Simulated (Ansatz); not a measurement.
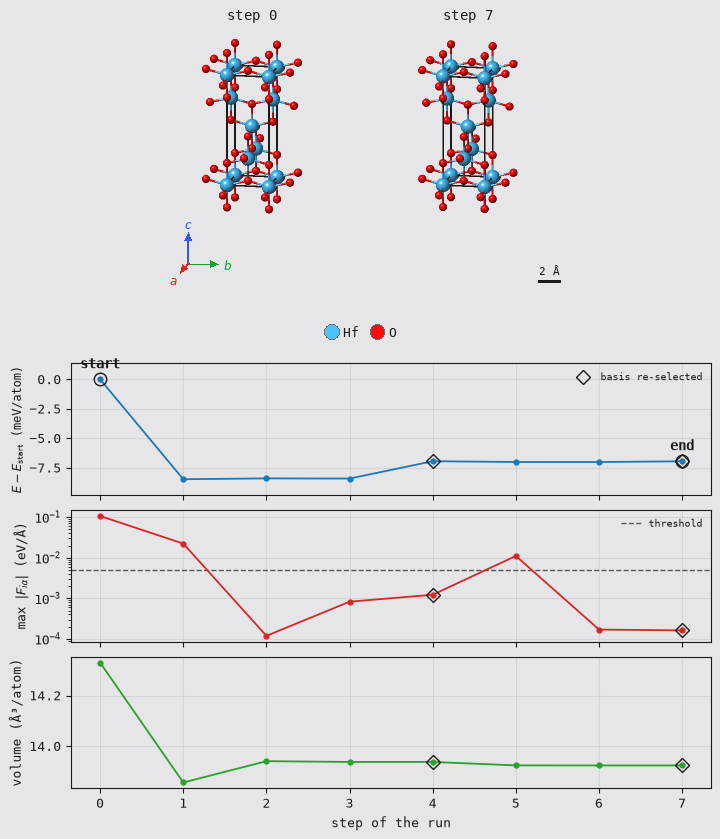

First and last geometry of a relaxation of a crystal of HfO₂ (built on the anatase type), with the history of the run. The picture is a ball-and-stick view of the conventional cell (2 times the calculation's cell), seen slightly off an axis. Lengths and directions refer to the drawn axes.

The calculation used DFT, PBEsol, plane waves, PAW in Ansatz 0.2.0. Settings: plane-wave cutoff 420 eV; k-point mesh 8 × 8 × 8; occupations fermi dirac; smearing width 0.02 eV; no spin polarisation; cell and atoms relaxed; force threshold 0.005 eV/Å.

Read the history and describe the run.

It converged. No atom moves by more than 0.005 Å relative to the cell. The drawn cell changes as follows: a = b 4.019 → 3.984 Å (−0.9 %), c 10.648 → 10.529 Å (−1.1 %); the volume changes by −2.8 %. Some distances before and after: Hf–Hf 3.335 → 3.301 Å, Hf–O 2.148 → 2.127 Å, Hf–O 2.074 → 2.055 Å. The space group stays I4_1/amd (No. 141). Over 5 accepted moves (7 points after the start) the energy falls by 6.9 meV per atom. Largest force component: 0.11 eV/Å at the start, 0.00016 eV/Å at the end. Pressure: −5.42 GPa at the start and −0.01 GPa at the end. The SCF was repeated twice at an unchanged geometry on a basis and grid sized afresh for the cell, which shifted the energy by 1.5 meV per atom at most.
